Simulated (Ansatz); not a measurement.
System: GaAs.

Input

```
crystal:
  lattice:
    - [0.0, 2.9065211565, 2.673999464]
    - [2.9065211565, 0.0, 2.673999464]
    - [2.9065211565, 2.9065211565, 0.0]
  atoms:
    - { symbol: Ga, position: [0.0, 0.0, 0.0] }
    - { symbol: As, position: [0.75, 0.75, 0.75] }
basis:
  ecutwfc: 500
kpoints:
  mp_grid: { grid: [10, 10, 10] }
hamiltonian:
  xc: r2scan
scf:
  occupations: { method: gaussian, width: 0.05 }
output:
  forces: true
  stress: true
  eigenvalues: true
  write_density: true
  write_potential: true
  elf: true
  volumetric_format: npy
```

Command:

```sh
ansatz run input.yaml --threads 1 --pin off --max-ram 2560MiB --backend cpu --events-out ev --progress --plain --runs-dir out
```

Below, planes, directions and counts refer to the conventional cell (a = 4.11 Å, b = 4.11 Å, c = 5.35 Å, α = 90.00°, β = 90.00°, γ = 90.00°).

Space group I-4m2.

Theory: DFT r2SCAN, scalar-relativistic, plane waves, PAW in Ansatz.

Q: What will maps of the valence pseudo-density and electron localisation function show?

A: Ga–As (2.45 Å): the density is about 0.5 e/Å³ at the midpoint; the ELF peaks at about 0.80 between the atoms: a shared electron pair.

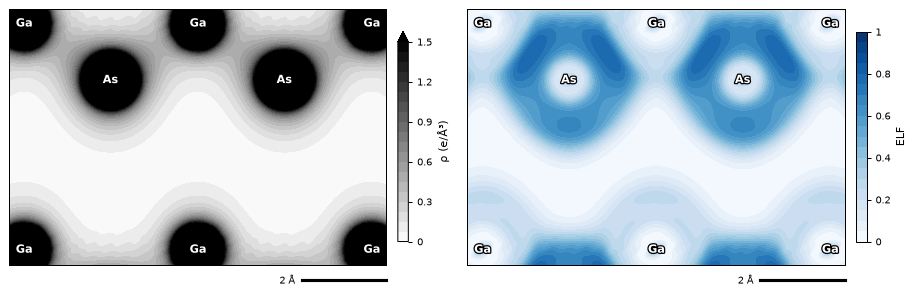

Computed valence pseudo-density and electron localisation function on the (100) plane of the conventional cell, in this order. 

The density is the valence pseudo-density of a PAW calculation; it isn't the true density close to the nuclei.
